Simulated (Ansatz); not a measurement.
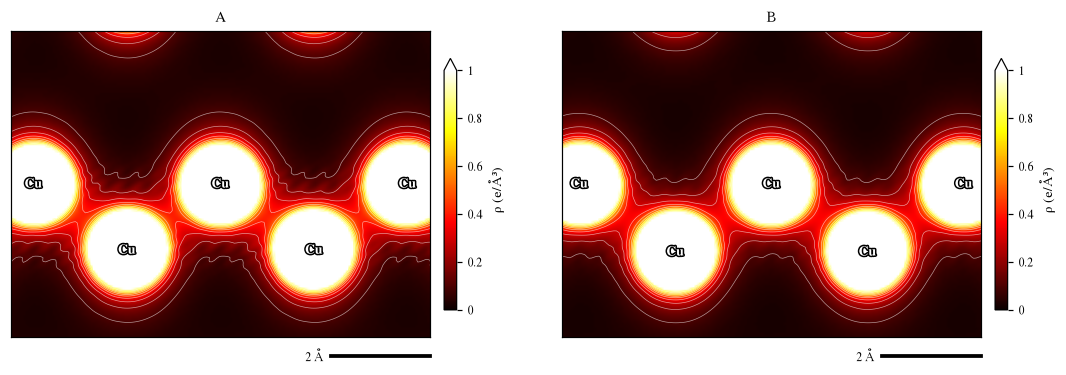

Cu. The valence pseudo-density of two cells that differ in size, on the (011̄) plane of each (indices in the axes of the calculation cell), at one length scale and on one colour scale: B has 20.5 Å³ an atom and A 18.8.

Method: DFT, BLYP, plane waves (420 eV) with PAW, scalar-relativistic (Ansatz).

Core electrons are frozen (PAW), and the valence fields are smoothed inside the atomic spheres.

> What changes from the larger cell to the smaller?

From the larger cell to the smaller, Cu–Cu goes from 2.37 to 2.30 Å, and the density at its midpoint from 0.36 to 0.41 e/Å³.
